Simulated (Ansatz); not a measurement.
## A series of single points on HfO2

System: HfO2 (P2₁/c, 12 atoms in the cell).
Method: Kohn-Sham DFT of a periodic cell, PBEsol with D3(BJ), Ansatz PAW, no spin polarisation (Ansatz 0.2.0).

The 6 runs differ only in the geometry, by an even scaling of the cell at fixed fractional positions. The structure derives from an entry of the Crystallography Open Database.

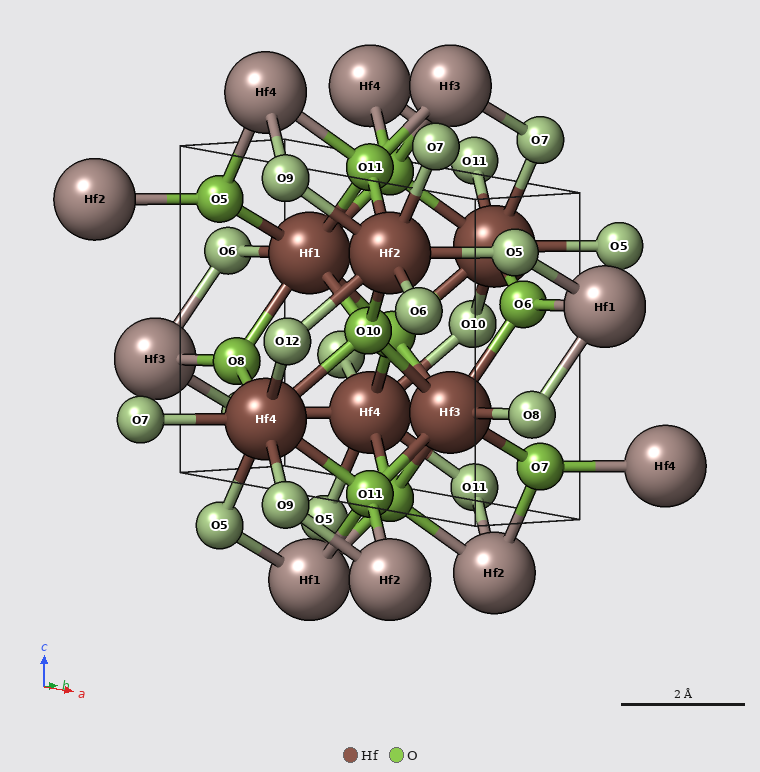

Figure 1. The structure of run 4 (ball-and-stick view of the cell of the calculation, seen at an oblique angle; neighbours outside the cell are drawn fainter; atoms are numbered from 1 in the order of the input).

## Input of run 4
```yaml
crystal:
  lattice:
    - [5.1518950275, 0.0, 0.0]
    - [0.0, 5.220043385, 0.0]
    - [-0.8643497359, 0.0, 5.2483970684]
  atoms:
    - { symbol: Hf, position: [0.2755, 0.4603, 0.708] }
    - { symbol: Hf, position: [0.7245, 0.9603, 0.792] }
    - { symbol: Hf, position: [0.7245, 0.5397, 0.292] }
    - { symbol: Hf, position: [0.2755, 0.0397, 0.208] }
    - { symbol: O, position: [0.0742, 0.1684, 0.8467] }
    - { symbol: O, position: [0.9258, 0.6684, 0.6533] }
    - { symbol: O, position: [0.9258, 0.8316, 0.1533] }
    - { symbol: O, position: [0.0742, 0.3316, 0.3467] }
    - { symbol: O, position: [0.4487, 0.7419, 0.9801] }
    - { symbol: O, position: [0.5513, 0.2419, 0.5199] }
    - { symbol: O, position: [0.5513, 0.2581, 0.0199] }
    - { symbol: O, position: [0.4487, 0.7581, 0.4801] }
hamiltonian:
  xc: pbesol
  pseudopotentials: { kind: paw }
  dispersion: d3bj
kpoints:
  mp_grid: { grid: [5, 5, 5] }
scf:
  occupations: { method: fermi_dirac, width: 0.05 }
output:
  forces: true
  stress: true
  eigenvalues: true
```

Command:
```bash
ansatz run input.yaml --threads 2 --pin off --max-ram 5120MiB --backend cpu --events-out ev --progress --plain --runs-dir out
```

Run 3 differs from it as follows:
```diff
-    - [5.1518950275, 0.0, 0.0]
-    - [0.0, 5.220043385, 0.0]
-    - [-0.8643497359, 0.0, 5.2483970684]
+    - [5.0836499717, 0.0, 0.0]
+    - [0.0, 5.1508955956, 0.0]
+    - [-0.8529000468, 0.0, 5.1788736893]
```

## Results, with one run withheld

```csv
run,volume per atom (Å³),"free energy per atom, from the lowest run given (meV)",pressure (GPa),gap on the mesh (eV)
1,10.840,12.85,12.10,4.30
2,11.070,0.00,5.92,4.23
3,11.301,?,?,?
4,11.762,8.57,−9.11,4.03
5,11.993,24.64,−13.15,3.97
6,12.223,46.24,−16.78,3.90
```

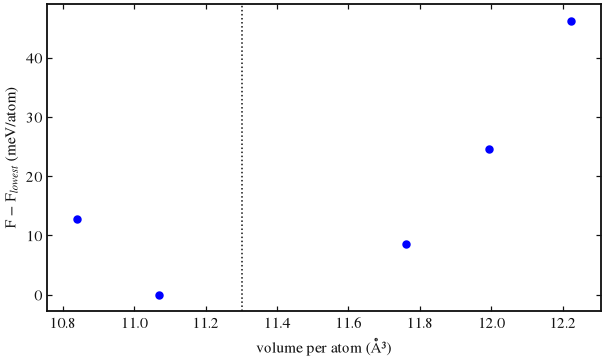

Figure 2. Free energy per atom of the runs given; the dotted line marks run 3.

Fit the runs given and predict run 3.

A cubic polynomial in V^(−2/3) (the Birch–Murnaghan form), fitted to the 5 runs given, misses them by at most 0.02 meV per atom. With x = V^(−2/3) − 0.19563 Å⁻², it reads F = −0.59304 − 2837.8 x + 5.1575e+05 x² + 1.4919e+05 x³ (meV per atom). At run 3 it gives −4.47 meV per atom, and the run itself gives −4.50. The slope of the fit gives a pressure −dF/dV of 0.38 GPa there, and the run prints 0.37 GPa. The fit has its minimum at 11.318 Å³ per atom, where V d²F/dV² gives 256 GPa. Cell shape and fractional positions are held, so this is the stiffness under even scaling; the relaxed bulk modulus wasn't computed. The gap on the mesh goes, without turning, from 4.30 eV in run 1 to 3.90 eV in run 6; run 3 has 4.16 eV. These are gaps of this functional on this mesh, which can miss the band edges; they aren't the measured gap.

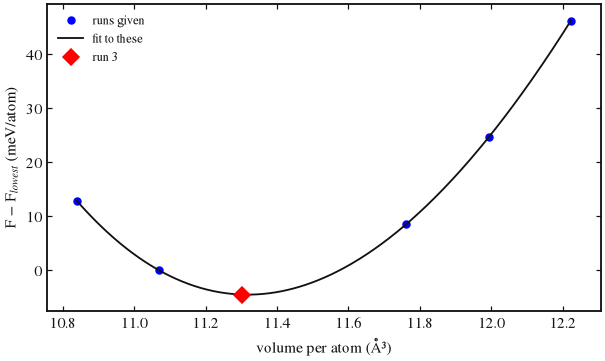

Figure 3. The fit and the withheld run.

## Output, shortened to warnings, some set-up lines, iterations and results (run 3)
```
Basis set: ecut = 420 eV, 2669 PW (Γ), exchange–correlation on 72×72×72 points (8 copies of the dense FFT grid, shifted against one another)
Symmetry: 4 space group operations
k-points: 39 of 125
Initial density: superposition of atomic densities (neutral atoms: chi_scale 0, normalization atom), corrected by the library's trained network
[...]
SCF iter   1: F=—  HF=-66903.809545 eV  |F-HF|=—  |Δ(HF+E_count)|=         —  Δρ=1.87e-2  dr2=3.81e-1  ethr=1.77e-3  ⟨swp⟩=5.7  Hψ=11245  notcnv=0  defer=112
SCF iter   2: F=—  HF=-66903.712454 eV  |F-HF|=—  |Δ(HF+E_count)|=   9.71e-2  Δρ=2.94e-3  dr2=4.29e-3  ethr=2.51e-4  ⟨swp⟩=2.0  Hψ=6584  notcnv=0  defer=382
SCF iter   3: F=—  HF=-66903.712769 eV  |F-HF|=—  |Δ(HF+E_count)|=   3.15e-4  Δρ=1.52e-3  dr2=1.56e-3  ethr=2.82e-6  ⟨swp⟩=2.0  Hψ=5259  notcnv=0  defer=226
SCF iter   4: F=—  HF=-66903.713294 eV  |F-HF|=—  |Δ(HF+E_count)|=   5.25e-4  Δρ=6.45e-4  dr2=3.82e-4  ethr=1.03e-6  ⟨swp⟩=2.0  Hψ=5343  notcnv=0  defer=226
SCF iter   5: F=—  HF=-66903.713126 eV  |F-HF|=—  |Δ(HF+E_count)|=   1.67e-4  Δρ=1.51e-4  dr2=2.86e-5  ethr=2.52e-7  ⟨swp⟩=2.1  Hψ=5757  notcnv=0  defer=226
SCF iter   6: F=—  HF=-66903.713124 eV  |F-HF|=—  |Δ(HF+E_count)|=   2.07e-6  Δρ=3.10e-5  dr2=1.50e-6  ethr=1.88e-8  ⟨swp⟩=2.0  Hψ=6170  notcnv=0  defer=226
SCF iter   7: F=—  HF=-66903.713125 eV  |F-HF|=—  |Δ(HF+E_count)|=   7.84e-7  Δρ=1.98e-5  dr2=4.48e-7  ethr=9.89e-10  ⟨swp⟩=2.0  Hψ=6169  notcnv=0  defer=226
SCF iter   8: F=-66903.713125 eV  HF=-66903.713125 eV  |F-HF|=1.61e-8  |Δ(HF+E_count)|=   3.18e-8  Δρ=6.58e-6  dr2=5.99e-8  ethr=6.58e-11  ⟨swp⟩=8.0  Hψ=15949  notcnv=0
SCF 1 converged in 8 iterations: F = -66903.713125 eV  dr2 = 5.99e-8
SCF converged after 8 iterations
Free energy (F): -66903.713125 eV
Harris-Foulkes:  -66903.713125 eV  (|F-HF|=1.61e-8)
Internal energy: -66903.713125 eV  (E = F + TS)
E sigma→0 (E₀):  -66903.713125 eV
Fermi energy:    16.416681 eV
--- Per-component energies (eV) ---
  E_band       = 57.928319
  E_kinetic    = 3092.665646
  E_local      = -24386.004923  (includes V_loc(G=0)·N_el)
  E_nonlocal   = -4561.014796
  E_hartree    = 11165.313564
  E_xc         = -1775.596472
  E_vxc        = -1814.730391  (∫ρ·V_xc dr)
  E_paw        = -28448.798392  (= ΣΔE_a)
  E_vpaw       = 5396.361182  (= ΣTr[D̂ρ^β])
  E_aug_tail   = 0.019840  (compensation charges beyond the density's cutoff)
  E_ewald      = -21992.970125
  E_disp       = -2.614137  (pairwise vdW)
  E_core_change = 5.286670  (= ΣΔE_core)
  E_smearing   = -0.000000  (= −TS)
  E_closure    = 0.000000  (closes the sum)
  Σ components = -66903.713125   (vs F -66903.713125, Δ=0.00e0)
--- Forces (eV/Å), atoms counted from 1 ---
  atom   1  Hf     0.31408292    -0.00211076     0.11682820
  atom   2  Hf    -0.31408292    -0.00211076    -0.11682820
  atom   3  Hf    -0.31408292     0.00211076    -0.11682820
  atom   4  Hf     0.31408292     0.00211076     0.11682820
  atom   5  O     -0.43137161    -0.20746742    -0.16009027
  atom   6  O      0.43137161    -0.20746742     0.16009027
  atom   7  O      0.43137161     0.20746742     0.16009027
  atom   8  O     -0.43137161     0.20746742    -0.16009027
  atom   9  O     -0.14647508     0.04008781    -0.05429896
  atom  10  O      0.14647508     0.04008781     0.05429896
  atom  11  O      0.14647508    -0.04008781     0.05429896
  atom  12  O     -0.14647508    -0.04008781    -0.05429896
  max |Σ_I F_I| component: 5.55e-17 eV/Å
--- Stress (GPa, compression-positive) ---
        0.340003       0.000000       0.358835
        0.000000      -0.115380       0.000000
        0.358835       0.000000       0.885417
  P = ⅓ Tr σ = 0.3700 GPa (3.700 kbar)
```

Notes: Spin–orbit coupling is left out, which matters for Hf.
